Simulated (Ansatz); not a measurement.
**Cl: band-structure calculation**

The run: band-structure calculation of Cl (Im-3m, 1 atom in the cell). Method and program: DFT, PBE, PAW with Ansatz's default frozen-core files, scalar-relativistic, no spin polarisation (Ansatz 0.2.0).

Its volume is 0.40 times that of the source entry. It belongs to a series of runs on one base structure; here: volume scaled by 0.4, PAW files.

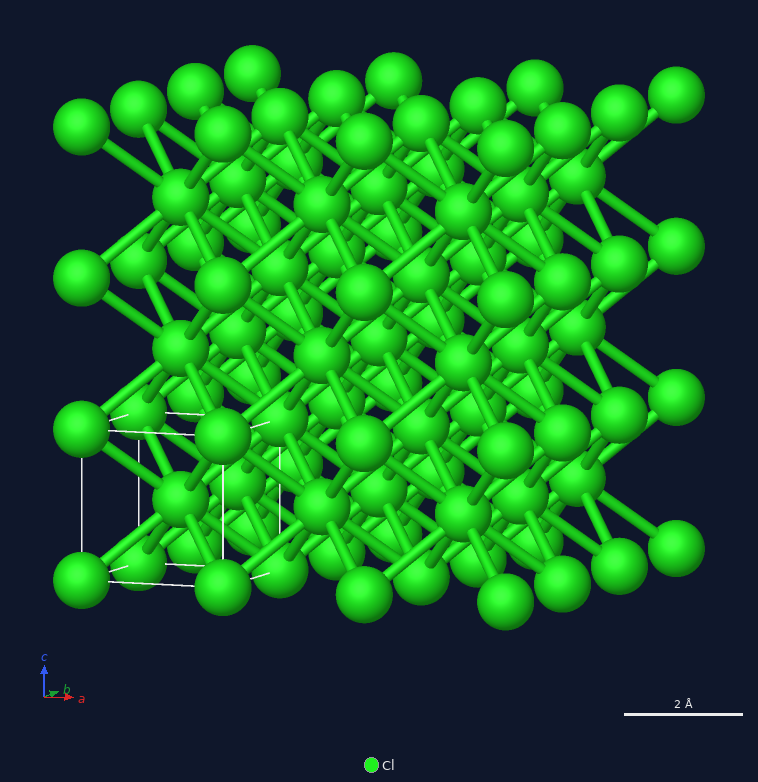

Figure 1. The input geometry (ball-and-stick view of the cell 2 times as large as that of the calculation, set on its symmetry axes, repeated 3 × 3 × 3, seen slightly off an axis).

## Input file
```yaml
crystal:
  lattice:
    - [-1.2926733387, 1.2926733387, 1.2926733387]
    - [1.2926733387, -1.2926733387, 1.2926733387]
    - [1.2926733387, 1.2926733387, -1.2926733387]
  atoms:
    - { symbol: Cl, position: [0.0, 0.0, 0.0] }
kpoints:
  mp_grid: { grid: [17, 17, 17] }
  band_path:
    path:
      - [0.0, 0.0, 0.0]
      - [0.5, -0.5, 0.5]
      - [0.0, 0.0, 0.5]
      - [0.0, 0.0, 0.0]
      - [0.25, 0.25, 0.25]
      - [0.5, -0.5, 0.5]
      - [0.25, 0.25, 0.25]
      - [0.0, 0.0, 0.5]
    npoints: 8
scf:
  occupations: { method: fermi_dirac, width: 0.1 }
hamiltonian:
  xc: pbe
  pseudopotentials: { kind: paw }
output:
  forces: true
  stress: true
  eigenvalues: true
  populations: true
  dos: { projected: true, de: 0.2, e_range: [-14, 8] }
```

Launched with:
```bash
ansatz run input.yaml --threads 1 --pin off --max-ram 2048MiB --backend cpu --events-out ev --progress --plain --runs-dir out
```

## The program's output
```
Engine: ansatz 0.2.0, aarch64-unknown-linux-gnu
Pseudopotentials: kind: paw
Pseudopotential: Cl, paw, valence charge 7, recommended cutoff 420 eV (normal), Cl.paw.azcp
Functional definition: PBE
  parameter kappa = 0.804
  parameter beta = 0.06672455060314922
  exchange = pbe_x(kappa = kappa, mu = beta*pi^2/3)
  correlation = pbe_c(beta = beta)
Crystal: 1 atoms, lattice volume = 8.640 Å³
Basis set: ecut = 420 eV, 177 PW (Γ), exchange–correlation on 30×30×30 points (8 copies of the dense FFT grid, shifted against one another)
Bands: 8, of which v1, the nominal top of the filled ones, is band 4 counted from 1 (3 counted from 0)
Symmetry: 48 space group operations
Space group: Im-3m (ITA 229), of the structure as read, at distance tolerance 2.1e-5 Å
k-points: 165 of 4913
Non-local potential: Cl, projectors of the file, l = 0: 2, l = 1: 2, l = 2: 2
PAW form: soft (Blöchl's): semilocal exchange-correlation on the pseudo side does not see the compensation charge
PAW one-centre angular grid: Cl, 110 points (default); XC on 64 Gauss nodes
Initial density: superposition of atomic densities (neutral atoms: chi_scale 0, normalization atom), corrected by the library's trained network
Initial wavefunctions: pseudopotential atomic-orbital guess
Functional: x = pbe(κ = 0.804, μ = 0.2195149727645171), c = pbe(β = 0.06672455060314922)
SCF iter   1: F=—  HF=-1074.419083 eV  |F-HF|=—  |Δ(HF+E_count)|=         —  Δρ=2.66e-2  dr2=3.97e-2  ethr=1.77e-3  ⟨swp⟩=5.3  Hψ=10735  notcnv=0
preconditioner: auto → none  [metal: Δε(μ)=0.023 eV  Ē_g=22.728 eV  σ=0.100 eV  W_gap=0.06  n_scr=0 (ndim 8)  ℏωp=33.4 eV  f_vac=0.000  D(μ)=0.56/eV (n_scr^D=0)]
SCF iter   2: F=—  HF=-1074.405293 eV  |F-HF|=—  |Δ(HF+E_count)|=   1.38e-2  Δρ=9.91e-3  dr2=4.78e-3  ethr=5.67e-4  ⟨swp⟩=2.0  Hψ=3325  notcnv=0  defer=5
SCF iter   3: F=—  HF=-1074.405610 eV  |F-HF|=—  |Δ(HF+E_count)|=   3.17e-4  Δρ=1.23e-3  dr2=2.78e-5  ethr=6.83e-5  ⟨swp⟩=2.0  Hψ=1892  notcnv=0  defer=5
SCF iter   4: F=—  HF=-1074.405686 eV  |F-HF|=—  |Δ(HF+E_count)|=   7.62e-5  Δρ=7.47e-5  dr2=2.85e-7  ethr=3.97e-7  ⟨swp⟩=2.0  Hψ=1907  notcnv=0  defer=5
iter 5 did not close the SCF: its close was put off for the readings that it lacked (scf_convergence_deferred on its scf_iter line)
SCF iter   5: F=-1074.405686 eV  HF=-1074.405686 eV  |F-HF|=4.68e-9  |Δ(HF+E_count)|=   5.53e-8  Δρ=6.80e-6  dr2=9.41e-10  ethr=4.07e-9  ⟨swp⟩=2.2  Hψ=1918  notcnv=0  defer=5
SCF iter   6: F=-1074.405686 eV  HF=-1074.405686 eV  |F-HF|=6.82e-13  |Δ(HF+E_count)|=   4.69e-9  Δρ=3.45e-7  dr2=5.57e-12  ethr=1.34e-11  ⟨swp⟩=1.3  Hψ=3973  notcnv=0
SCF 1 converged in 6 iterations: F = -1074.405686 eV  dr2 = 5.57e-12
  greatest PAW one-centre occupation: 0.948 electrons in one spin orbital (limit 2), on the Cl atom at site 0 (counted from 0), in its partial waves of l = 0
```

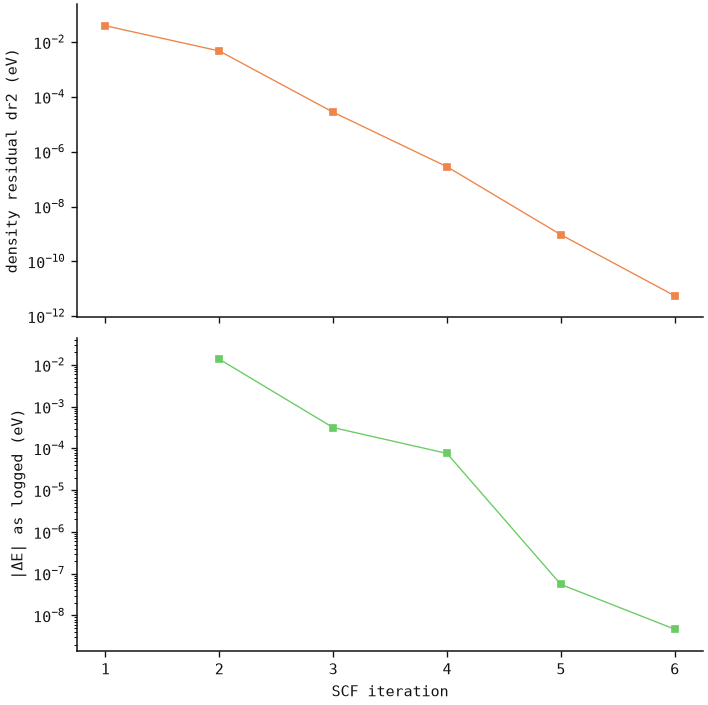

Figure 2. Convergence of the self-consistent field: density residual dr2 and size of the energy change against the SCF iteration. The residual falls at every step.

```
NSCF: frozen V_eff on 57 k-points
SCF converged after 6 iterations
Free energy (F): -1074.405686 eV
Harris-Foulkes:  -1074.405686 eV  (|F-HF|=6.82e-13)
Internal energy: -1074.387586 eV  (E = F + TS)
E sigma→0 (E₀):  -1074.396636 eV
Entropy (-TS):   -0.018100 eV (-18.100 meV/atom)
Fermi energy:    21.952853 eV
--- Per-component energies (eV) ---
  E_band       = 80.001979
  E_kinetic    = 181.040419
  E_local      = -29.158030  (includes V_loc(G=0)·N_el)
  E_nonlocal   = 30.564132
  E_hartree    = 12.579487
  E_xc         = -113.784551
  E_vxc        = -131.128879  (∫ρ·V_xc dr)
  E_paw        = -659.026512  (= ΣΔE_a)
  E_vpaw       = 3.525253  (= ΣTr[D̂ρ^β])
  E_aug_tail   = 0.000095  (compensation charges beyond the density's cutoff)
  E_ewald      = -496.602627
  E_smearing   = -0.018100  (= −TS)
  E_closure    = 0.000000  (closes the sum)
  Σ components = -1074.405686   (vs F -1074.405686, Δ=0.00e0)
--- Forces (eV/Å), atoms counted from 1 ---
  atom   1  Cl    -0.00000000     0.00000000    -0.00000000
  max |Σ_I F_I| component: 2.36e-32 eV/Å
--- Stress (GPa, compression-positive) ---
      237.819130      -0.000000      -0.000000
       -0.000000     237.819130      -0.000000
        0.000000      -0.000000     237.819130
  P = ⅓ Tr σ = 237.8191 GPa (2378.191 kbar)
--- Band table (eV; the first three rows and the last of 165) ---
  k-point 0: bands = ["-5.2284", "25.4100", "25.4100", "25.4100", "33.6275", "33.6275", "33.6275", "38.9798"]
  k-point 1: bands = ["-5.0879", "24.6517", "25.0058", "25.3447", "33.2980", "33.7557", "34.2578", "38.3036"]
  k-point 2: bands = ["-4.6675", "22.7134", "24.0651", "25.1560", "32.4668", "33.6265", "35.8716", "37.5239"]
  k-point 164: bands = ["9.8682", "13.4531", "13.4531", "13.4944", "21.7669", "22.1929", "46.9542", "46.9542"]
--- Löwdin populations: 1 site ---
  site symbol       q [e]
     0     Cl      6.7801
  spilling = 0.031415 (of n_electrons = 7.000000)
```

## File dos.tsv
```
# E-E_F[eV]	g_bin_mean(E)[states/eV]	N(E)
# format = ansatz-dos/2
# fermi_ev = 21.952853
# fermi_mp_grid = 17 17 17
# fermi_mp_shift = 0 0 0
# tetrahedron_fermi_ev = 21.922585
# g_bin_mean(E): the states in a bin one row spacing wide, centred on E, divided by that spacing. States that the method places at a single energy (under output.dos.method: tetrahedron, those of a tetrahedron whose four corners have one energy) are counted whole in the row whose bin holds that energy (on the edge of two bins, in the lower row). The sum of g_bin_mean over a run of rows, times the row spacing, is the number of states from half a spacing under the first of them to half a spacing over the last (a plain sum, not the trapezoid rule).
-14.000000	1.765194e-1	2.084286e0
-13.800000	1.961531e-1	2.121129e0
-13.600000	2.220423e-1	2.163572e0
-13.400000	2.321227e-1	2.208808e0
-13.200000	2.468590e-1	2.256572e0
-13.000000	2.686727e-1	2.307971e0
-12.800000	2.994843e-1	2.364360e0
-12.600000	3.556149e-1	2.430372e0
-12.400000	3.890643e-1	2.503779e0
-12.200000	3.610841e-1	2.580107e0
-12.000000	3.471769e-1	2.652539e0
-11.800000	3.252853e-1	2.718713e0
-11.600000	3.013181e-1	2.781873e0
-11.400000	2.844010e-1	2.840038e0
-11.200000	2.732679e-1	2.895606e0
-11.000000	2.904606e-1	2.952617e0
-10.800000	2.852624e-1	3.009338e0
-10.600000	2.899383e-1	3.066819e0
-10.400000	2.957053e-1	3.125745e0
-10.200000	2.993994e-1	3.184606e0
-10.000000	3.145697e-1	3.246046e0
-9.800000	3.222390e-1	3.310063e0
-9.600000	3.235126e-1	3.374623e0
-9.400000	3.276536e-1	3.439713e0
-9.200000	3.310306e-1	3.505675e0
-9.000000	3.334415e-1	3.571821e0
-8.800000	3.487467e-1	3.640264e0
-8.600000	3.585779e-1	3.710732e0
-8.400000	3.710383e-1	3.784027e0
-8.200000	3.733385e-1	3.858661e0
-8.000000	3.687871e-1	3.932717e0
-7.800000	3.662845e-1	4.006133e0
-7.600000	3.672834e-1	4.079538e0
-7.400000	3.738996e-1	4.153680e0
-7.200000	3.678833e-1	4.228084e0
-7.000000	3.608454e-1	4.300782e0
-6.800000	3.630878e-1	4.372999e0
-6.600000	3.626712e-1	4.445666e0
-6.400000	3.651481e-1	4.518287e0
-6.200000	3.719942e-1	4.591948e0
-6.000000	3.739234e-1	4.667064e0
-5.800000	3.688895e-1	4.741236e0
-5.600000	3.634669e-1	4.814372e0
-5.400000	3.625468e-1	4.886830e0
-5.200000	3.670283e-1	4.959647e0
-5.000000	3.772420e-1	5.034065e0
-4.800000	3.764355e-1	5.109775e0
-4.600000	3.814781e-1	5.185168e0
-4.400000	3.772171e-1	5.261395e0
-4.200000	3.772398e-1	5.336651e0
-4.000000	3.819968e-1	5.412451e0
-3.800000	3.837262e-1	5.489054e0
-3.600000	3.856139e-1	5.566208e0
-3.400000	3.952678e-1	5.643693e0
-3.200000	4.020641e-1	5.723384e0
-3.000000	3.955268e-1	5.803736e0
-2.800000	4.052333e-1	5.883117e0
-2.600000	4.160818e-1	5.966339e0
-2.400000	4.026269e-1	6.048081e0
-2.200000	3.818835e-1	6.126735e0
-2.000000	3.724712e-1	6.201705e0
-1.800000	3.755558e-1	6.276171e0
-1.600000	3.766465e-1	6.351946e0
-1.400000	3.750945e-1	6.426554e0
-1.200000	3.770930e-1	6.501970e0
-1.000000	3.863607e-1	6.578191e0
-0.800000	3.966643e-1	6.656461e0
-0.600000	4.107491e-1	6.737115e0
-0.400000	4.383513e-1	6.821295e0
-0.200000	4.859848e-1	6.913354e0
0.000000	5.545860e-1	7.016449e0
0.200000	6.732125e-1	7.138451e0
0.400000	8.801117e-1	7.288977e0
0.600000	5.501374e-1	7.444306e0
0.800000	4.673578e-1	7.543228e0
1.000000	4.162770e-1	7.631622e0
1.200000	3.625670e-1	7.709595e0
1.400000	3.199562e-1	7.777010e0
1.600000	2.700915e-1	7.836342e0
1.800000	2.408580e-1	7.886963e0
2.000000	2.157183e-1	7.932540e0
2.200000	1.989190e-1	7.973906e0
2.400000	1.804869e-1	8.011869e0
2.600000	1.723378e-1	8.046900e0
2.800000	1.486047e-1	8.079524e0
3.000000	1.219497e-1	8.106407e0
3.200000	9.994647e-2	8.128877e0
3.400000	8.003691e-2	8.146412e0
3.600000	7.151946e-2	8.161148e0
3.800000	7.506309e-2	8.175789e0
4.000000	7.894345e-2	8.191209e0
4.200000	8.199239e-2	8.207303e0
4.400000	8.541415e-2	8.224029e0
4.600000	8.848476e-2	8.241445e0
4.800000	9.180884e-2	8.259458e0
5.000000	9.487395e-2	8.278134e0
5.200000	9.818990e-2	8.297428e0
5.400000	1.020136e-1	8.317438e0
5.600000	1.060845e-1	8.338243e0
5.800000	1.103464e-1	8.359883e0
6.000000	1.148802e-1	8.382377e0
6.200000	1.284781e-1	8.406328e0
6.400000	1.540909e-1	8.434374e0
6.600000	1.867668e-1	8.468256e0
6.800000	2.432632e-1	8.510852e0
7.000000	2.835668e-1	8.563775e0
7.200000	3.508141e-1	8.626304e0
7.400000	4.265193e-1	8.704271e0
7.600000	5.141764e-1	8.797397e0
7.800000	6.579113e-1	8.912266e0
8.000000	7.115542e-1	9.058215e0
```

## File populations.tsv
```
# site	symbol	l	j	q
# orbitals = lowdin
# n_electrons = 7.000000
# spilling = 0.031415
0	Cl	0_3S	-	1.960256
0	Cl	1_3P	-	4.819837
```

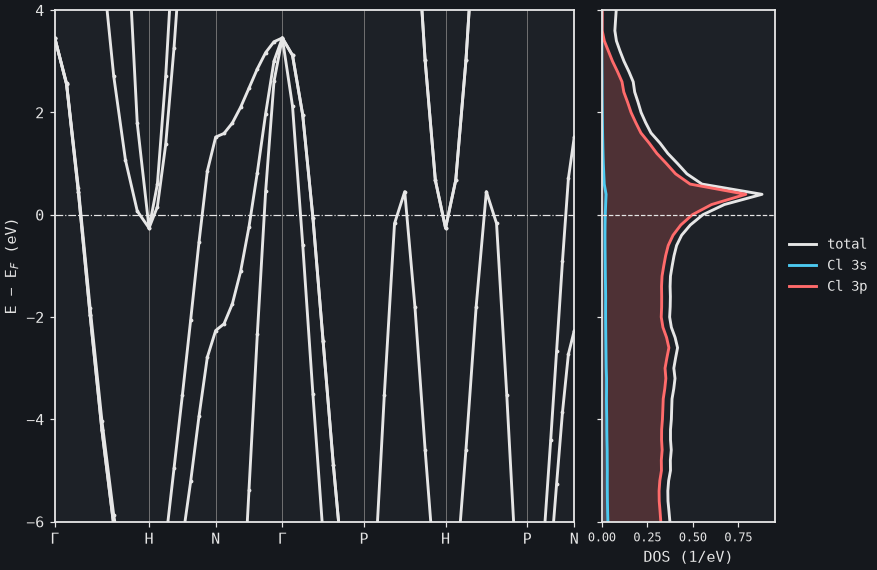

Figure 3. Band structure along Γ–H–N–Γ–P–H–P–N and density of states (projected on Löwdin-orthogonalised atomic shells), with energies from the Fermi level. Bands cross the Fermi level: a metal at this level of theory.

## Results in brief

- outcome: converged
- space group (tolerance 0.01 Å): Im-3m (229)
- electrons treated: 7
- free energy: −1074.4057 eV
- Fermi energy: 21.953 eV
- pressure: 237.82 GPa
- electronic character: metal
- largest force (length of the vector): under 0.001 eV/Å
- hardware: 1 thread of Arm Neoverse V1, 24 GiB of memory available, shared host
- wall time: 1.6 s
- peak memory: 0.25 GiB

The cell holds an odd number of electrons but the run has no spin polarisation, so it comes out as a metal. The cell is under a pressure of 238 GPa at this level, so it is not at its equilibrium volume.
